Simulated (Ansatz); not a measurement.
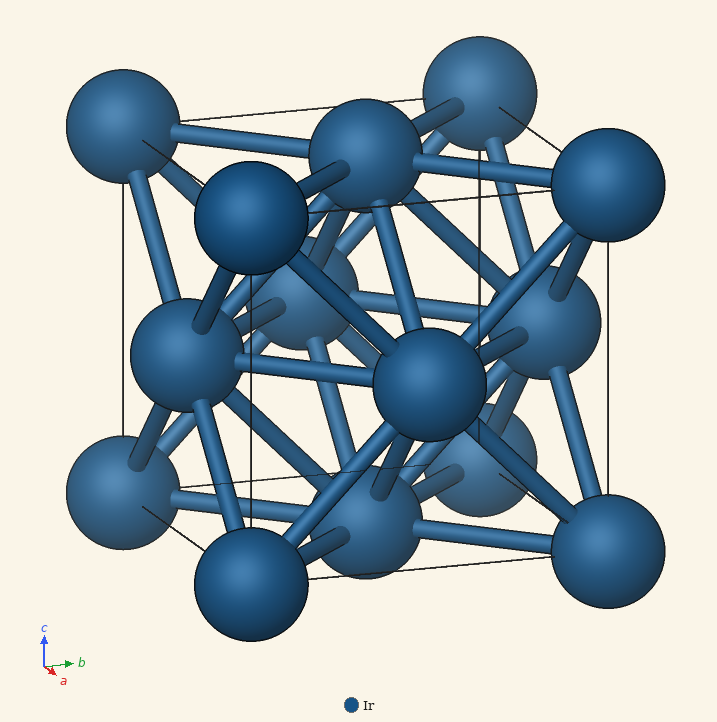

View slightly off an axis, drawn as a ball-and-stick model. The lines enclose the conventional unit cell; boundary atoms appear with their images.

Size of the cell: a = 3.87 Å, b = 3.87 Å, c = 3.87 Å, α = 90.00°, β = 90.00°, γ = 90.00°.

Count the atoms in the cell.

4 (iridium), counting shared atoms by their share.

State the lattice type.

Face-centred cubic.

Name the space group.

Fm-3m (No. 225), with Ir on 4a.

Give the prototype.

Face-centred cubic (Cu type).

How do the bonded atoms link up through the crystal?

The bonds build a three-dimensional framework.

Provenance: the standard structure of this element. Earlier steps of the study may have refined or changed the cell and positions. It was the input of a calculation with Ansatz.
